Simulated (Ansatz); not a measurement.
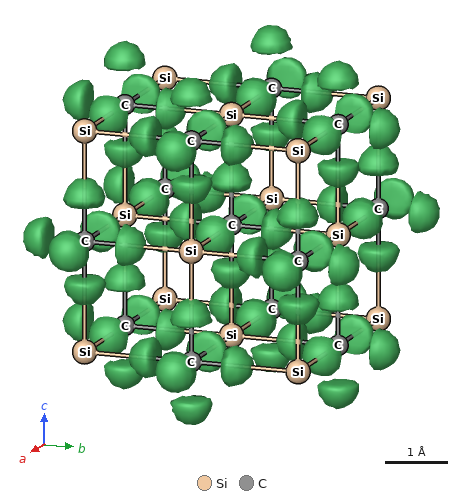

*SiC. Isosurface of the electron localisation function at 0.8 (green), seen slightly off an axis. Core shells and regions of very low density are left out. Sticks mark near contacts.*

Space group Fm-3m; a generated structure, not necessarily the stable one; changed on purpose from its base cell (volume × 0.78); computed pressure about 105 GPa in this cell.

Method: Ansatz 0.2.0, DFT HSE06, scalar-relativistic, plane waves, PAW.

In a PAW calculation such maps are meaningful between the atoms, not at the nuclei.

Input file:

```
crystal:
  lattice:
    - [0.0, 1.8594431447, 1.8594431447]
    - [1.8594431447, 0.0, 1.8594431447]
    - [1.8594431447, 1.8594431447, 0.0]
  atoms:
    - { symbol: Si, position: [0.0, 0.0, 0.0] }
    - { symbol: C, position: [0.5, 0.5, 0.5] }
scf:
  occupations: { method: gaussian, width: 0.05 }
output:
  forces: true
  stress: true
  eigenvalues: true
  write_density: true
  write_potential: true
  elf: true
  volumetric_format: npy
hamiltonian:
  xc: hse06
basis:
  ecutwfc: 560
kpoints:
  mp_grid: { grid: [10, 10, 10] }
```

Command:

```sh
ansatz run input.yaml --threads 8 --pin off --max-ram 16384MiB --backend cpu --events-out ev --progress --plain --runs-dir out
```

Below, planes, directions and counts refer to the conventional cell (a = 3.72 Å, b = 3.72 Å, c = 3.72 Å, α = 90.00°, β = 90.00°, γ = 90.00°).

Question: Describe the localisation domains.

Answer: At this value the surface marks out 24 regions between bonded C–Si atoms (shared pairs), counted in one cell of 8 atoms. Regions shared between cells count once. Profiles from the grid: Si–C (1.86 Å): the ELF peaks at about 0.85 between the atoms.

Question: Does the calculation make it a metal, or give it a gap?

Answer: It is gapped, with a Kohn–Sham gap of 2.0 eV on the k-point mesh, an upper bound to the gap of this method.
